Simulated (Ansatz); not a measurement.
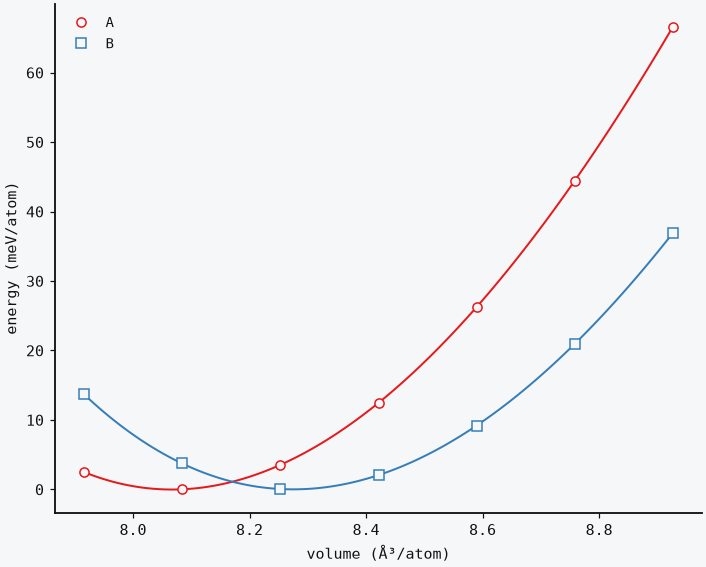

The figure compares two calculations of the energy against volume, each curve from its own zero. The first is for AlN, space group Fm-3m (No. 225).

The cell holds 2 atoms.

Method: all-electron LAPW DFT, no spin polarisation; energies at scaled volumes of the given cell, shape and fractions fixed, counted from the fit's minimum, third-order Birch-Murnaghan fit (Ansatz 0.2.0). Level: LDA.

- k mesh: 11×11×11
- occupations: Fermi–Dirac
- smearing width: 0.05 eV
- potentials: all electron LAPW, scalar relativistic
- program settings: basis error eV/atom 0.001

In the second, the level changes from LDA to PBEsol.

Which of A and B is the second calculation, and what did the change do?

Answer. B. The equilibrium volume rises from 8.07 to 8.28 Å³/atom (+2.6 %) and the bulk modulus falls from 276 to 261 GPa (−5.4 %).

V0 and the bulk modulus come from third-order Birch–Murnaghan fits.
